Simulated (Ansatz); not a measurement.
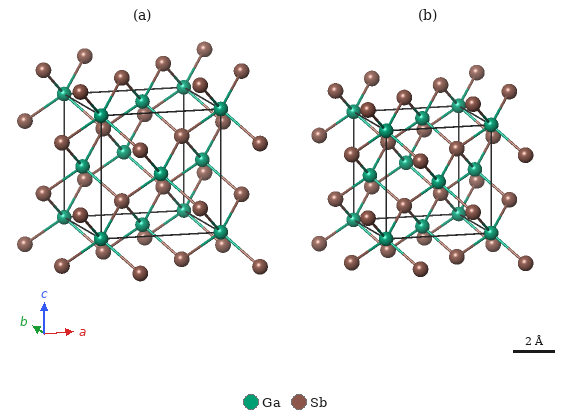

The structure of crystalline GaSb (set up in F-43m) before (left) and after (right) a relaxation, at one scale.

A ball-and-stick model of the conventional cell (4 times the calculation's cell), seen slightly off an axis. Lengths and directions refer to the drawn axes.

Case: relaxed at 50 GPa.

Method: DFT PBEsol, scalar-relativistic, plane waves, PAW in Ansatz 0.2.0.

Input file:
```yaml
crystal:
  lattice:
    - [0.0, 3.0562701461, 3.0562701461]
    - [3.0562701461, 0.0, 3.0562701461]
    - [3.0562701461, 3.0562701461, 0.0]
  atoms:
    - { symbol: Ga, position: [0.0, 0.0, 0.0] }
    - { symbol: Sb, position: [0.75, 0.75, 0.75] }
basis:
  ecutwfc: 420
kpoints:
  mp_grid: { grid: [12, 12, 12] }
hamiltonian:
  xc: pbesol
scf:
  occupations: { method: fermi_dirac, width: 0.15 }
output:
  forces: true
  stress: true
  eigenvalues: true
  write_density: true
  write_potential: true
  elf: true
  volumetric_format: npy
relax:
  adjacent_minimum: "off"
  f_tol: 0.001
  max_steps: 60
  cell: { stress_tol: 0.02, p_target: 50.0 }
```

Command:
```bash
ansatz run input.yaml --threads 1 --pin off --max-ram 3072MiB --backend cpu --events-out ev --progress --plain --runs-dir out
```

Describe what moved and what it gained.

Answer. No atom moves by more than 0.005 Å relative to the cell. The drawn cell changes as follows: a = b = c 6.113 → 5.364 Å (−12.2 %); the volume changes by −32.4 %. Among the contacts that change: Ga1–Sb2 2.647 → 2.323 Å. The space group stays F-43m (No. 216). After 6 accepted moves (8 points after the start) the energy has risen by 2.007 eV per cell of the calculation. With the target pressure of 50 GPa, the enthalpy E + pV changes by −3.768 eV per cell of the calculation. All forces vanish by symmetry, so only the cell relaxes. The pressure goes from 0.00 to 50.00 GPa. The SCF was repeated twice at an unchanged geometry on a basis and grid sized afresh for the cell, which shifted the energy by 2.7 meV per cell of the calculation at most.
